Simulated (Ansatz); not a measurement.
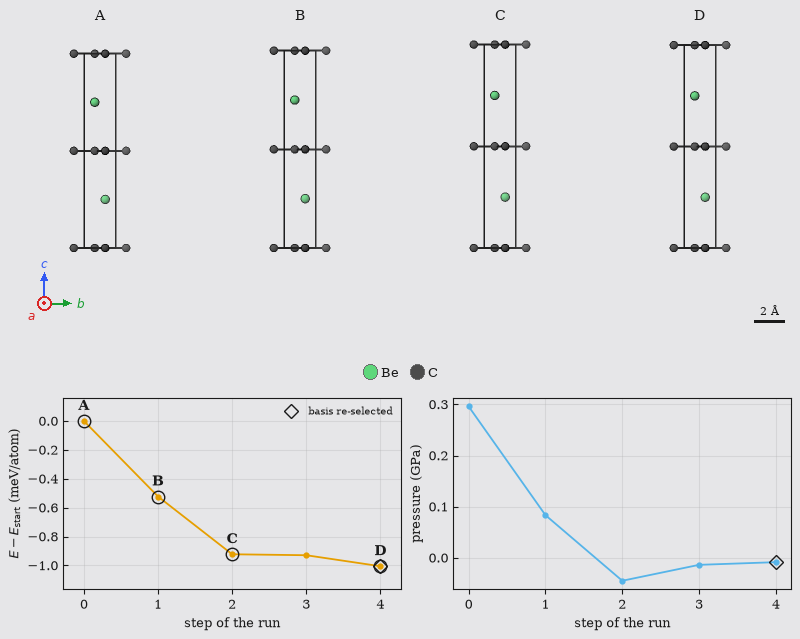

Frames of a relaxation of a crystal of BeC$_{2}$ (built on the 2H molybdenite_194 type), marked on the history of the run. The picture is a ball-and-stick view of the cell of the calculation, seen along the a axis.

Case: 2H molybdenite type (P6_3/mmc, No. 194).

Computed with DFT r2SCAN, scalar-relativistic, plane waves, PAW (Ansatz).

The input:
```yaml
crystal:
  lattice:
    - [2.4218569033, 0.0, 0.0]
    - [-1.2109284517, 2.0973896026, 0.0]
    - [0.0, 0.0, 12.9899091696]
  atoms:
    - { symbol: Be, position: [0.3333333333, 0.6666666667, 0.25] }
    - { symbol: Be, position: [0.6666666667, 0.3333333333, 0.75] }
    - { symbol: C, position: [0.3333333333, 0.6666666667, 0.5000260837] }
    - { symbol: C, position: [0.6666666667, 0.3333333333, 2.60837e-05] }
    - { symbol: C, position: [0.3333333333, 0.6666666667, 0.9999739163] }
    - { symbol: C, position: [0.6666666667, 0.3333333333, 0.4999739163] }
basis:
  ecutwfc: 500
kpoints:
  mp_grid: { grid: [18, 18, 4] }
hamiltonian:
  xc: r2scan
scf:
  occupations: { method: gaussian, width: 0.1 }
output:
  forces: true
  stress: true
  eigenvalues: true
relax:
  adjacent_minimum: "off"
  f_tol: 0.01
  max_steps: 80
  cell: { stress_tol: 0.05 }
```

Command:
```bash
ansatz run input.yaml --threads 1 --pin off --max-ram 2560MiB --backend cpu --events-out ev --progress --plain --runs-dir out
```

Question: What happens along the run?

Answer: No atom moves by more than 0.005 Å relative to the cell. Cell: a = b unchanged at 2.422 Å, c 12.990 → 13.564 Å (+4.4 %). Volume +4.4 %. The space group stays P6_3/mmc (No. 194). The energy falls by 1.0 meV per atom in 3 accepted moves (4 points after the start). The largest force component goes from 0.0029 to 0.00023 eV/Å. Pressure: 0.30 GPa at the start and −0.01 GPa at the end. At 1 point the geometry stayed and the basis and grid were re-selected for the new cell (energy shift of 0.1 meV per atom at most each time). From step 0 to 1: volume +1.6 %, energy −0.5 meV per atom. From step 1 to 2: volume +3.1 %, energy −0.4 meV per atom. From step 2 to 4: volume −0.3 %, energy −0.1 meV per atom.

```
step  E − E(0), meV/atom  largest force component, eV/Å  pressure, GPa  volume, Å³/atom                      note
   0                0.00                         0.0029           0.30           10.997                          
   1               -0.52                         0.0040           0.08           11.170                          
   2               -0.92                         0.0025          -0.04           11.512                          
   3               -0.93                         0.0002          -0.01           11.481                          
   4               -1.01                         0.0002          -0.01           11.481  same geometry, new basis
```
